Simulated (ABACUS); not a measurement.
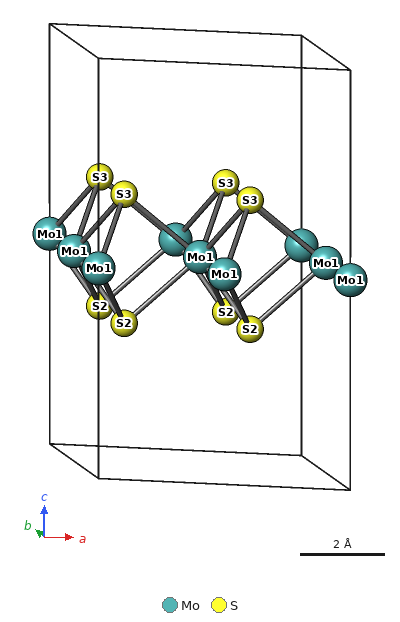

The input geometry (ball-and-stick view of the 2 × 2 repeat of the cell, with the vacuum cut short, seen slightly off an axis; atoms are numbered from 1 in the order of the input). An atom can appear more than once, as a periodic image. Near neighbours in the periodic cell (some may lie outside the picture): Mo has 6 S at 2.41 Å; S has 3 Mo at 2.41 Å.

# Band-structure run, with input and output: MoS₂ (part 1 of 2)

MoS₂ (3 atoms in the cell), computed with Kohn-Sham DFT of a periodic cell, LDA, GBRV ultrasoft 1.5 LDA, no spin polarisation (ABACUS 3.10.1).

The structure derives from a Materials Project entry.

**Output**
```
ABACUS v3.10.1

               Atomic-orbital Based Ab-initio Computation at UStc

 ------------------------------------------------------------------------------------

 READING GENERAL INFORMATION
                           global_out_dir = OUT.MoS2/
                           global_in_card = INPUT
                               pseudo_dir = ./
                              orbital_dir =
                                    DSIZE = 4
                                    GSIZE = 1

 READING UNITCELL INFORMATION
                                    ntype = 2
                  lattice constant (Bohr) = 6.01713
              lattice constant (Angstrom) = 3.18412

 READING ATOM TYPE 1
                               atom label = Mo
                      L=0, number of zeta = 1
                      L=1, number of zeta = 1
                      L=2, number of zeta = 1
             number of atom for this type = 1

 READING ATOM TYPE 2
                               atom label = S
                      L=0, number of zeta = 1
                      L=1, number of zeta = 1
                      L=2, number of zeta = 1
             number of atom for this type = 2

                        TOTAL ATOM NUMBER = 3
DIRECT COORDINATES
    atom                   x                   y                   z     mag                  vx                  vy                  vz
taud_Mo1            0.0000000000        0.0000000000        0.0000000000  0.0000        0.0000000000        0.0000000000        0.0000000000
taud_S1            0.3333333333        0.6666666667        0.9105070200  0.0000        0.0000000000        0.0000000000        0.0000000000
taud_S2            0.3333333333        0.6666666667        0.0894929800  0.0000        0.0000000000        0.0000000000        0.0000000000

                          Volume (Bohr^3) = 1027.12
                             Volume (A^3) = 152.203

 Lattice vectors: (Cartesian coordinate: in unit of a_0)
                   +1                  +0                  +0
                 -0.5           +0.866025                  +0
                   +0                  +0            +5.44407
 Reciprocal vectors: (Cartesian coordinate: in unit of 2 pi/a_0)
                   +1            +0.57735                  -0
                   -0             +1.1547                  -0
                   +0                  -0           +0.183686
 The esolver type has been set to : ksdft_pw

                PAO radial cut off (Bohr) = 10

 Read in pseudopotential file is mo_lda_v1.uspp.F.UPF
                     pseudopotential type = US
          exchange-correlation functional = PZ
                 nonlocal core correction = 1
                        valence electrons = 14
                                     lmax = 2
                           number of zeta = 5
                     number of projectors = 6
                           L of projector = 0
                           L of projector = 0
                           L of projector = 1
                           L of projector = 1
                           L of projector = 2
                           L of projector = 2
                PAO radial cut off (Bohr) = 10

 Read in pseudopotential file is s_lda_v1.4.uspp.F.UPF
                     pseudopotential type = US
          exchange-correlation functional = PZ
                 nonlocal core correction = 1
                        valence electrons = 6
                                     lmax = 2
                           number of zeta = 2
                     number of projectors = 6
                           L of projector = 0
                           L of projector = 0
                           L of projector = 1
                           L of projector = 1
                           L of projector = 2
                           L of projector = 2
     initial pseudo atomic orbital number = 21

 SETUP THE ELECTRONS NUMBER
            electron number of element Mo = 14
      total electron number of element Mo = 14
             electron number of element S = 6
       total electron number of element S = 12
            AUTOSET number of electrons:  = 26
                           occupied bands = 13
                                   NBANDS = 23
                                   NLOCAL = 27

%%%%%%%%%%%%%%%%%%%%%%%%%%%%%%%%%%%%%%%%%%%%%%%%%%%%%%%%%%%%%%%%%%%%%%%%%%%%%%%%%%%%%%%%%%%%%%%%%%%%%%%%%%
 Warning: the number of valence electrons in pseudopotential > 6 for Mo: [Kr] 4d5 5s1
 Pseudopotentials with additional electrons can yield (more) accurate outcomes, but may be less efficient.
 If you're confident that your chosen pseudopotential is appropriate, you can safely ignore this warning.
%%%%%%%%%%%%%%%%%%%%%%%%%%%%%%%%%%%%%%%%%%%%%%%%%%%%%%%%%%%%%%%%%%%%%%%%%%%%%%%%%%%%%%%%%%%%%%%%%%%%%%%%%%

 SETUP THE PLANE WAVE BASIS
 energy cutoff for charge/potential (unit:Ry) = 160
            fft grid for charge/potential = [ 25, 25, 135 ]
                        fft grid division = [ 1, 1, 1 ]
        big fft grid for charge/potential = [ 36, 36, 192 ]
                                     nbxx = 248832
                                     nrxx = 84375

 SETUP PLANE WAVES FOR CHARGE/POTENTIAL
                    number of plane waves = 34955
                         number of sticks = 397

 PARALLEL PW FOR CHARGE/POTENTIAL
     PROC   COLUMNS(POT)             PW
        1            397          34955
 --------------- sum -------------------
        1            397          34955
                            number of |g| = 1856
                                  max |g| = 146.733
                                  min |g| = 0

 energy cutoff for dense charge/potential (unit:Ry) = 320
      fft grid for dense charge/potential = [ 36, 36, 192 ]
                                     nrxx = 248832

 SETUP PLANE WAVES FOR dense CHARGE/POTENTIAL
                    number of plane waves = 99283
                         number of sticks = 805

 PARALLEL PW FOR dense CHARGE/POTENTIAL
     PROC   COLUMNS(POT)             PW
        1            805          99283
 --------------- sum -------------------
        1            805          99283
                            number of |g| = 4715
                                  max |g| = 293.466
                                  min |g| = 0

----------- Double Check Mixing Parameters Begin ------------
mixing_type: broyden
mixing_beta: 0.7
mixing_gg0: 1
mixing_gg0_min: 0.1
mixing_ndim: 8
----------- Double Check Mixing Parameters End ------------

 LATTICE VECTORS: (CARTESIAN COORDINATE: IN UNIT OF A0)
                   +1                  +0                  +0
                 -0.5           +0.866025                  +0
                   +0                  +0            +5.44407
                       right hand lattice = 1
                                   NORM_A = 1
                                   NORM_B = 1
                                   NORM_C = 5.44407
                           ALPHA (DEGREE) = 90
                           BETA  (DEGREE) = 90
                           GAMMA (DEGREE) = 120

 The lattice vectors have been changed (STRU_SIMPLE.cif)

(for optimal symmetric configuration:)
                             BRAVAIS TYPE = 4
                     BRAVAIS LATTICE NAME = 04. Hexagonal cell
                                    ibrav = 4
                                    IBRAV = 4
                                  BRAVAIS = HEXAGONAL CELL
                       LATTICE CONSTANT A = 1
                                C/A RATIO = 5.44407
Original cell was already a primitive cell.
                        ROTATION MATRICES = 24
              PURE POINT GROUP OPERATIONS = 12
                   SPACE GROUP OPERATIONS = 12
                                       C2 = 3
                                       C3 = 2
                                       C4 = 0
                                       C6 = 0
                                       S1 = 4
                                       S3 = 2
                                       S4 = 0
                                       S6 = 0
                              POINT GROUP = D_3h
                                       C2 = 3
                                       C3 = 2
                                       C4 = 0
                                       C6 = 0
                                       S1 = 4
                                       S3 = 2
                                       S4 = 0
                                       S6 = 0
               POINT GROUP IN SPACE GROUP = D_3h

 SETUP K-POINTS
                                    nspin = 1
                   Input type of k points = Monkhorst-Pack(Gamma)
                                   nkstot = 128
                       right hand lattice = 1
(for reciprocal lattice: )
                             BRAVAIS TYPE = 4
                     BRAVAIS LATTICE NAME = 04. Hexagonal cell
                                    ibrav = 4
                       right hand lattice = 1
(for k-lattice: )
                             BRAVAIS TYPE = 4
                     BRAVAIS LATTICE NAME = 04. Hexagonal cell
                                    ibrav = 4
                       right hand lattice = 1
                        ROTATION MATRICES = 24
                               nkstot_ibz = 20
K-POINTS REDUCTION ACCORDING TO SYMMETRY
     IBZ    DIRECT_X    DIRECT_Y    DIRECT_Z  WEIGHT  ibz2bz
       1  0.00000000  0.00000000  0.00000000  0.0078       0
       2 -0.12500000  0.12500000  0.00000000  0.0469       1
       3 -0.25000000  0.25000000  0.00000000  0.0469       2
       4 -0.37500000  0.37500000  0.00000000  0.0469       3
       5  0.50000000  0.50000000  0.00000000  0.0234       4
       6 -0.12500000  0.25000000  0.00000000  0.0469       9
       7 -0.25000000  0.37500000  0.00000000  0.0938      10
       8  0.50000000  0.37500000  0.00000000  0.0938      11
       9  0.50000000  0.25000000  0.00000000  0.0469      18
      10  0.37500000  0.37500000  0.00000000  0.0469      19
      11  0.00000000  0.00000000  0.50000000  0.0078      64
      12 -0.12500000  0.12500000  0.50000000  0.0469      65
      13 -0.25000000  0.25000000  0.50000000  0.0469      66
      14 -0.37500000  0.37500000  0.50000000  0.0469      67
      15  0.50000000  0.50000000  0.50000000  0.0234      68
      16 -0.12500000  0.25000000  0.50000000  0.0469      73
      17 -0.25000000  0.37500000  0.50000000  0.0938      74
      18  0.50000000  0.37500000  0.50000000  0.0938      75
      19  0.50000000  0.25000000  0.50000000  0.0469      82
      20  0.37500000  0.37500000  0.50000000  0.0469      83

                               nkstot now = 20
[... K-POINTS DIRECT COORDINATES: 20 rows ...]

           k-point number in this process = 5
       minimum distributed K point number = 5
[... stars of the k points ...]

[... K-POINTS CARTESIAN COORDINATES: 5 rows ...]

[... K-POINTS DIRECT COORDINATES: 5 rows ...]

 SETUP PLANE WAVES FOR WAVE FUNCTIONS
     energy cutoff for wavefunc (unit:Ry) = 40
              fft grid for wave functions = [ 25, 25, 135 ]
                    number of plane waves = 6899
                         number of sticks = 139

 PARALLEL PW FOR WAVE FUNCTIONS
     PROC   COLUMNS(POT)             PW
        1            139           6899
 --------------- sum -------------------
        1            139           6899

 SETUP NONLOCAL PSEUDOPOTENTIALS IN PLANE WAVE BASIS
 Mo non-local projectors:
 projector 1 L=0
 projector 2 L=0
 projector 3 L=1
 projector 4 L=1
 projector 5 L=2
 projector 6 L=2
 S non-local projectors:
 projector 1 L=0
 projector 2 L=0
 projector 3 L=1
 projector 4 L=1
 projector 5 L=2
 projector 6 L=2
      TOTAL NUMBER OF NONLOCAL PROJECTORS = 54

 Init Non-Local PseudoPotential table :
 Init Non-Local-Pseudopotential done.

                                     npwx = 4394

 Make real space PAO into reciprocal space.
       max mesh points in Pseudopotential = 725
     dq(describe PAO in reciprocal space) = 0.01
                                    max q = 763

 number of pseudo atomic orbitals for Mo is 5
WARNING: norm of atomic wavefunction # 3 of atomic type Mo is 0.999995, renormalized
WARNING: norm of atomic wavefunction # 4 of atomic type Mo is 0.999798, renormalized
WARNING: norm of atomic wavefunction # 5 of atomic type Mo is 0.99134, renormalized

 number of pseudo atomic orbitals for S is 2
WARNING: norm of atomic wavefunction # 2 of atomic type S is 0.999996, renormalized

 -------------------------------------------
 SELF-CONSISTENT
 -------------------------------------------
                                 init_chg = atomic

 PW ALGORITHM --------------- ION=   1  ELEC=   1--------------------------------

 Notice: Threshold on eigenvalues was too large.
 hsover_error=0.26 > DRHO=0.118255
 Origin diag ethr = 0.01
 New diag ethr = 0.000454828

 Density error is 0.118932185594
                          Error Threshold = 0.000454827857105
----------------------------------------------------------
     Energy           Rydberg                 eV
----------------------------------------------------------
 E_KohnSham     -187.8670530858      -2556.0623884351
 E_Harris       -180.9678961916      -2462.1945432782
 E_Fermi        -0.0506448397        -0.6890583939
----------------------------------------------------------

 PW ALGORITHM --------------- ION=   1  ELEC=   2--------------------------------

 Density error is 0.00702622791504
                          Error Threshold = 0.000457431483052
----------------------------------------------------------
     Energy           Rydberg                 eV
----------------------------------------------------------
 E_KohnSham     -187.8845158996      -2556.2999822065
 E_Harris       -187.1106952991      -2545.7716128091
 E_Fermi        -0.0130575809        -0.1776575023
----------------------------------------------------------

 PW ALGORITHM --------------- ION=   1  ELEC=   3--------------------------------

 Density error is 0.0108806935914
                          Error Threshold = 2.70239535194e-05
----------------------------------------------------------
     Energy           Rydberg                 eV
----------------------------------------------------------
 E_KohnSham     -187.8837959109      -2556.2901862569
 E_Harris       -184.7051148578      -2513.0420118102
 E_Fermi        -0.0151591514        -0.2062508360
----------------------------------------------------------

 PW ALGORITHM --------------- ION=   1  ELEC=   4--------------------------------

 Density error is 0.00277365588691
                          Error Threshold = 2.70239535194e-05
----------------------------------------------------------
     Energy           Rydberg                 eV
----------------------------------------------------------
 E_KohnSham     -187.8852968712      -2556.3106078698
 E_Harris       -187.4409929127      -2550.2655423906
 E_Fermi        0.0020009891         0.0272248534
```
